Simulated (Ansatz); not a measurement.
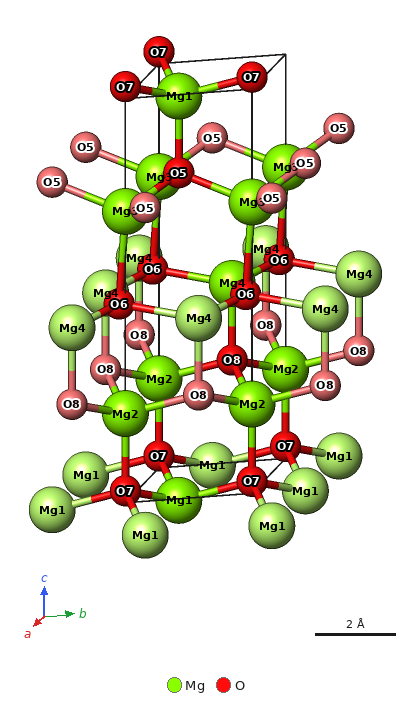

The structure as given in the input (ball-and-stick view of the cell of the calculation, set on other vectors, seen slightly off an axis; neighbours outside the cell are drawn fainter; atoms are numbered from 1 in the order of the input). An atom can appear more than once, as a periodic image. Near neighbours in the periodic cell (some may lie outside the picture): Mg has 4 O at 1.72 to 2.46 Å; O has 4 Mg at 1.72 to 2.46 Å.

## Single-point calculation of MgO

System: MgO (8 atoms in the cell).
Method: DFT PBE, scalar-relativistic, plane waves, PAW, PAW set soft_1, no spin polarisation (Ansatz 0.2.0).

The structure derives from a Materials Project entry. Figures and captions count atoms from 1; the log counts them from 0 in places.

Log
```
Engine: ansatz 0.2.0, aarch64-unknown-linux-gnu
Pseudopotentials: kind: paw
Pseudopotential: Mg, paw, valence charge 10, recommended cutoff 420 eV (normal), [file]
Pseudopotential: O, paw, valence charge 6, recommended cutoff 420 eV (normal), [file]
Functional definition: PBE
  parameter kappa = 0.804
  parameter beta = 0.06672455060314922
  exchange = pbe_x(kappa = kappa, mu = beta*pi^2/3)
  correlation = pbe_c(beta = beta)
Crystal: 8 atoms, lattice volume = 97.988 Å³
Basis set: ecut = 420 eV, 1943 PW (Γ), exchange–correlation on 48×48×144 points (8 copies of the dense FFT grid, shifted against one another)
Bands: 40, of which v1, the nominal top of the filled ones, is band 32 counted from 1 (31 counted from 0)
Symmetry: 1 space group operations
Space group: P1 (ITA 1), of the structure as read, at distance tolerance 4.6e-5 Å
k-points: 82 of 162 (time reversal used)
Non-local potential: Mg, projectors of the file, l = 0: 3, l = 1: 2, l = 2: 1
Non-local potential: O, projectors of the file, l = 0: 2, l = 1: 2, l = 2: 1
PAW form: soft (Blöchl's): semilocal exchange-correlation on the pseudo side does not see the compensation charge
PAW one-centre angular grid: Mg, 110 points (default); XC on 64 Gauss nodes
PAW one-centre angular grid: O, 110 points (default); XC on 64 Gauss nodes
Initial density: superposition of atomic densities (chi_scale 0.1, normalization cell, long waves kept (reshape's long-wave potential 0.64 eV rms))
Initial wavefunctions: pseudopotential atomic-orbital guess
Functional: x = pbe(κ = 0.804, μ = 0.2195149727645171), c = pbe(β = 0.06672455060314922)
SCF iter   1: F=—  HF=-9975.257430 eV  |F-HF|=—  |Δ(HF+E_count)|=         —  Δρ=7.00e-2  dr2=4.07e0  ethr=3.10e-3  ⟨swp⟩=6.3  Hψ=14567  notcnv=0  defer=18
preconditioner: auto → Resta (q_TF=auto, 2.541 Å⁻¹)  ε∞=3.3  [insulator: Δε(μ)=2.402 eV  Ē_g=13.867 eV  σ=0.050 eV  W_gap=1.00  n_scr=38 (ndim 8)  ℏωp=21.2 eV  f_vac=0.000  D(μ)=0.00/eV (n_scr^D=0)  ε∞_Penn≈3.3]
SCF iter   2: F=—  HF=-9974.612138 eV  |F-HF|=—  |Δ(HF+E_count)|=   6.45e-1  Δρ=3.66e-2  dr2=1.33e0  ethr=3.10e-3  ⟨swp⟩=2.0  Hψ=6195  notcnv=0  defer=282
SCF iter   3: F=—  HF=-9974.540342 eV  |F-HF|=—  |Δ(HF+E_count)|=   7.18e-2  Δρ=6.29e-3  dr2=5.46e-2  ethr=2.07e-3  ⟨swp⟩=3.2  Hψ=5687  notcnv=0  defer=282
SCF iter   4: F=—  HF=-9974.551775 eV  |F-HF|=—  |Δ(HF+E_count)|=   1.14e-2  Δρ=1.49e-3  dr2=1.86e-3  ethr=8.54e-5  ⟨swp⟩=2.7  Hψ=6086  notcnv=0  defer=285
SCF iter   5: F=—  HF=-9974.554414 eV  |F-HF|=—  |Δ(HF+E_count)|=   2.64e-3  Δρ=3.29e-4  dr2=9.26e-5  ethr=2.91e-6  ⟨swp⟩=2.0  Hψ=4510  notcnv=0  defer=285
SCF iter   6: F=—  HF=-9974.554422 eV  |F-HF|=—  |Δ(HF+E_count)|=   8.09e-6  Δρ=9.39e-5  dr2=1.12e-5  ethr=1.45e-7  ⟨swp⟩=2.0  Hψ=5049  notcnv=0  defer=285
SCF iter   7: F=—  HF=-9974.554428 eV  |F-HF|=—  |Δ(HF+E_count)|=   6.56e-6  Δρ=3.02e-5  dr2=1.20e-6  ethr=1.75e-8  ⟨swp⟩=2.0  Hψ=4106  notcnv=0  defer=285
SCF iter   8: F=—  HF=-9974.554428 eV  |F-HF|=—  |Δ(HF+E_count)|=   6.12e-9  Δρ=1.12e-5  dr2=1.21e-7  ethr=1.87e-9  ⟨swp⟩=2.0  Hψ=5291  notcnv=0  defer=285
SCF iter   9: F=-9974.554428 eV  HF=-9974.554428 eV  |F-HF|=1.25e-9  |Δ(HF+E_count)|=   8.44e-9  Δρ=3.02e-6  dr2=9.13e-9  ethr=1.56e-10  ⟨swp⟩=14.5  Hψ=23839  notcnv=0
SCF 1 converged in 9 iterations: F = -9974.554428 eV  dr2 = 9.13e-9
  greatest PAW one-centre occupation: 1.000 electrons in one spin orbital (limit 2), on the Mg atom at site 3 (counted from 0), in its partial waves of l = 1
```

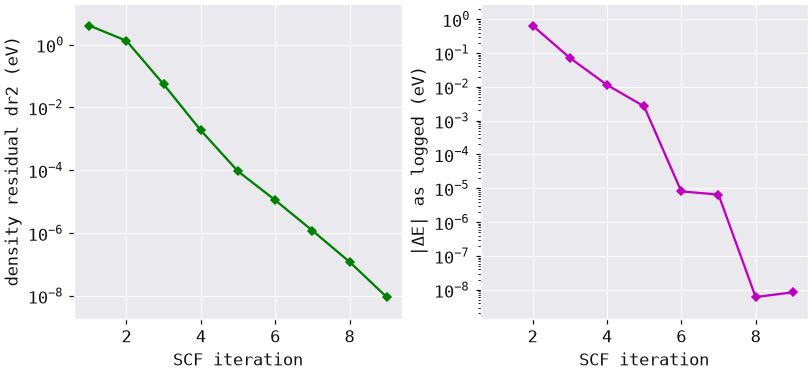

Convergence of the self-consistent field: density residual dr2 and size of the energy change against the SCF iteration. The residual falls at every step.

```
SCF converged after 9 iterations
Free energy (F): -9974.554428 eV
Harris-Foulkes:  -9974.554428 eV  (|F-HF|=1.25e-9)
Internal energy: -9974.554428 eV  (E = F + TS)
E sigma→0 (E₀):  -9974.554428 eV
Fermi energy:    6.378606 eV
--- Per-component energies (eV) ---
  E_band       = -1362.568027
  E_kinetic    = 966.123107
  E_local      = -7969.024925  (includes V_loc(G=0)·N_el)
  E_nonlocal   = 988.599469
  E_hartree    = 2751.677170
  E_xc         = -399.018089
  E_vxc        = -510.749847  (∫ρ·V_xc dr)
  E_paw        = -1852.130427  (= ΣΔE_a)
  E_vpaw       = -340.871811  (= ΣTr[D̂ρ^β])
  E_aug_tail   = 0.002629  (compensation charges beyond the density's cutoff)
  E_ewald      = -4460.783362
  E_smearing   = -0.000000  (= −TS)
  E_closure    = 0.000000  (closes the sum)
  Σ components = -9974.554428   (vs F -9974.554428, Δ=0.00e0)
--- Forces (eV/Å), atoms counted from 1 ---
  atom   1  Mg    -0.00081799    -0.00040623     0.83536901
  atom   2  Mg    -0.03244071     0.00006969     0.88665176
  atom   3  Mg    -0.15279539     0.00140085    -0.31565148
  atom   4  Mg    -3.58868284     1.40693564    -2.39750491
  atom   5  O     -0.02271478    -0.00734414    -0.80835598
  atom   6  O      3.91599851    -1.42473392     3.66657151
  atom   7  O      0.00070978     0.00006998    -0.85075279
  atom   8  O     -0.11925023     0.02401322    -1.01631827
  max |Σ_I F_I| component: 8.87e-6 eV/Å
--- Stress (GPa, compression-positive) ---
        6.773413      -5.551001       0.961997
       -5.551030       5.327947      -0.566406
        0.961985      -0.566402      -1.398046
  P = ⅓ Tr σ = 3.5678 GPa (35.678 kbar)
--- Band table (eV; the first three rows and the last of 82) ---
  k-point 0: bands = ["-68.8312", "-67.5092", "-66.4960", "-66.3157", "-35.6195", "-35.5652", "-35.5632", "-34.2936", "-34.2490", "-34.2489", "-33.2878", "-33.2540", "-33.2257", "-33.0967", "-33.0570", "-33.0559", "-12.2760", "-11.2012", "-11.0679", "-9.7927", "0.9737", "2.6191", "2.8323", "3.0835", "3.0899", "3.9120", "4.2183", "4.2736", "4.2737", "4.9057", "5.4478", "5.4877", "7.2689", "9.8812", "10.6339", "13.3184", "13.9646", "16.8285", "17.9392", "18.1075"]
  k-point 1: bands = ["-68.8312", "-67.5092", "-66.4960", "-66.3157", "-35.6195", "-35.5652", "-35.5632", "-34.2936", "-34.2490", "-34.2489", "-33.2878", "-33.2540", "-33.2258", "-33.0967", "-33.0570", "-33.0559", "-12.2753", "-11.2153", "-11.0532", "-9.7941", "1.0164", "2.2030", "3.0834", "3.0897", "3.4861", "3.9085", "4.2102", "4.2736", "4.2741", "4.4801", "5.4473", "5.4868", "7.7259", "9.1047", "11.5871", "12.3374", "14.9340", "15.8780", "18.1011", "18.2370"]
  k-point 2: bands = ["-68.8310", "-67.5090", "-66.4957", "-66.3155", "-35.6191", "-35.5683", "-35.5639", "-34.2932", "-34.2521", "-34.2497", "-33.2874", "-33.2550", "-33.2302", "-33.0963", "-33.0597", "-33.0571", "-12.2269", "-11.1442", "-11.0228", "-9.7558", "1.0803", "2.3787", "2.8319", "3.0391", "3.0557", "3.6991", "3.9752", "4.1061", "4.2312", "4.9755", "5.1839", "5.4356", "7.7309", "10.0913", "10.9894", "13.6360", "13.9451", "16.6813", "16.9374", "17.8157"]
  k-point 81: bands = ["-68.8297", "-67.5077", "-66.4943", "-66.3143", "-35.6171", "-35.5866", "-35.5713", "-34.2905", "-34.2723", "-34.2560", "-33.2870", "-33.2798", "-33.2349", "-33.0939", "-33.0794", "-33.0638", "-11.8755", "-10.7707", "-10.7007", "-9.4922", "1.0120", "1.7250", "2.1802", "2.5220", "2.6017", "3.1277", "3.4562", "3.5427", "3.7931", "4.2925", "5.0332", "5.1404", "9.6724", "11.4489", "12.3848", "12.8417", "14.2216", "14.6765", "15.5873", "15.7872"]
```

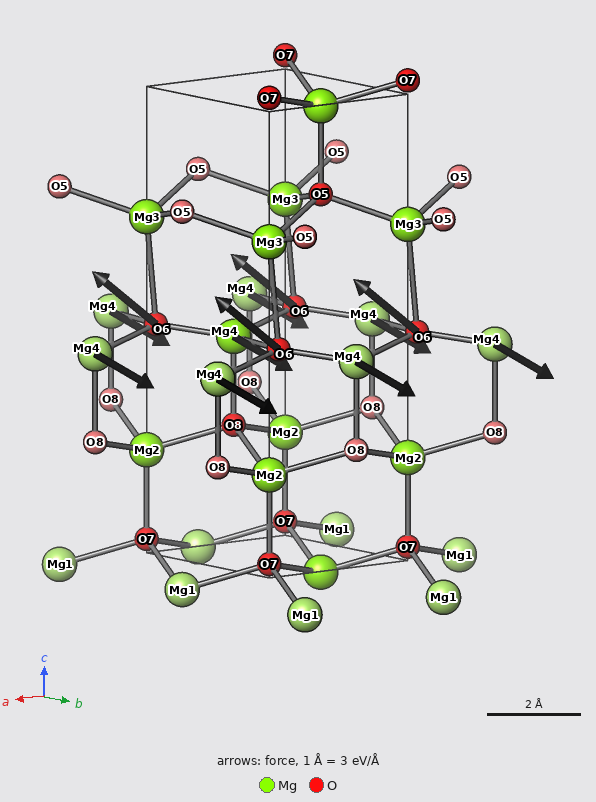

Forces on the atoms as black arrows (ball-and-stick view of the cell of the calculation, seen at an oblique angle; neighbours outside the cell are drawn fainter; atoms are numbered from 1 in the order of the input); the smallest are left out. The largest act on O6 (5.55 eV/Å); Mg4 (4.54 eV/Å). The geometry is not a stationary point of this energy.

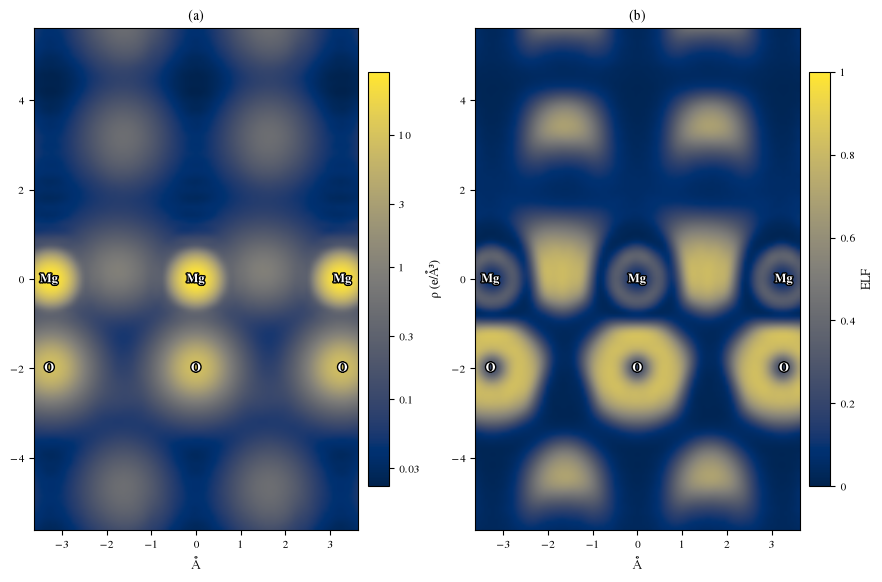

(a) valence electron density; (b) electron localisation function on the (010) plane of the conventional cell. Mg–O (1.99 Å): ρ is about 0.44 e/Å³ halfway; the ELF is about 0.40 at the midpoint. Away from the nuclei the density in this plane falls to 0.02 e/Å³ at its lowest. Core electrons are frozen (PAW), so the fields are smoothed inside the atomic spheres.

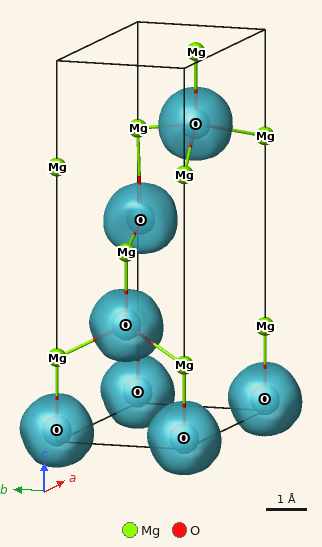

Isosurface of the electron localisation function at 0.7 (cyan), seen at an oblique angle. Only the valence region is drawn (cores and ρ < 0.01 e/Å³ removed). Sticks mark near contacts. The outline is the cell set on symmetry axes. Along the contacts the grid gives the following. Mg–O (1.72 Å): the ELF is about 0.40 at the midpoint. Mg–O (1.92 Å): the ELF is about 0.35 at the midpoint.

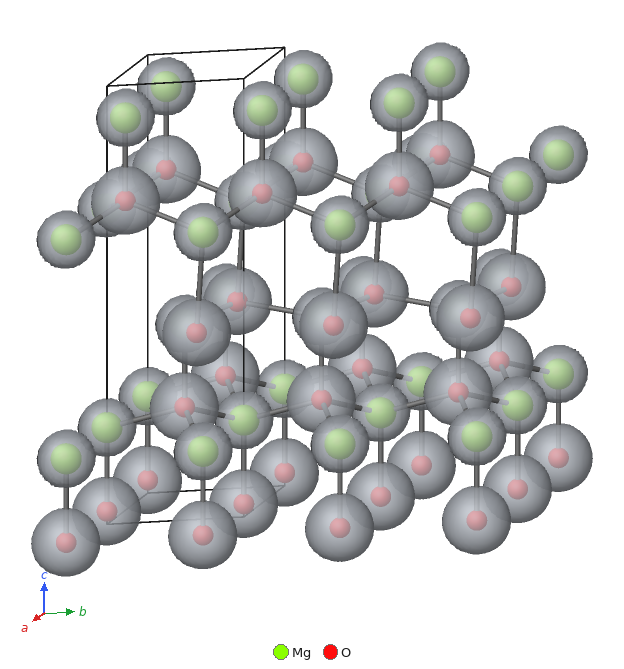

Isosurface of the valence charge density (pseudo) at 0.8 e/Å³ (grey), seen slightly off an axis. Sticks mark near contacts. The outline is the cell set on symmetry axes. At this value the density breaks into separate islands; it holds about 80 % of the electrons treated as valence (semicore included). It is pinched off along the Mg–O (1.72 Å), Mg–O (1.92 Å) and Mg–O (1.99 Å) contacts. On the grid the lowest density along these lines, outside the cores, is 0.65 e/Å³ (Mg–O, 1.72 Å), 0.42 e/Å³ (Mg–O, 1.92 Å) and 0.35 e/Å³ (Mg–O, 1.99 Å).

The run was set up as follows.

Input
```yaml
crystal:
  lattice:
    - [3.2803754002, 0.0, 0.0]
    - [-1.6401877001, 2.8408884305, 0.0]
    - [0.0, 0.0, 10.5147056238]
  atoms:
    - { symbol: Mg, position: [0.3333333333, 0.6666666667, 0.9694791811] }
    - { symbol: Mg, position: [0.0, 0.0, 0.2208070585] }
    - { symbol: Mg, position: [0.0, 0.0, 0.7208070585] }
    - { symbol: Mg, position: [0.6666666667, 0.3333333333, 0.4694791811] }
    - { symbol: O, position: [0.3333333333, 0.6666666667, 0.7800540723] }
    - { symbol: O, position: [-0.067065495, 0.0, 0.4878117132] }
    - { symbol: O, position: [0.0, 0.0, 0.0296578681] }
    - { symbol: O, position: [0.6666666667, 0.3333333333, 0.2800540723] }
basis:
  ecutwfc: 420
kpoints:
  mp_grid: { grid: [9, 9, 2] }
hamiltonian:
  xc: pbe
  pseudopotentials: { kind: paw, azcp: { folder: soft_1 } }
scf:
  occupations: { method: gaussian, width: 0.05 }
output:
  forces: true
  stress: true
  eigenvalues: true
  write_density: true
  write_potential: true
  elf: true
  volumetric_format: npy
```

Command:
```bash
ansatz run input.yaml --threads 2 --pin off --max-ram 4096MiB --backend cpu --events-out ev --progress --plain --runs-dir out
```

Summary

| quantity | value |
| --- | --- |
| outcome | converged |
| space group (tolerance 0.01 Å) | P1 (1) |
| electrons treated | 64 |
| free energy | −9974.5544 eV |
| Fermi energy | 6.379 eV |
| gap on the k-point mesh | 1.78 eV |
| pressure | 3.57 GPa |
| largest force (length of the vector) | 5.551 eV/Å |
| hardware | 2 threads of Arm Neoverse N1, 98 GiB of memory available, shared host |
| wall time | 34 s (CPU time 65 s) |
| peak memory | 0.47 GiB |
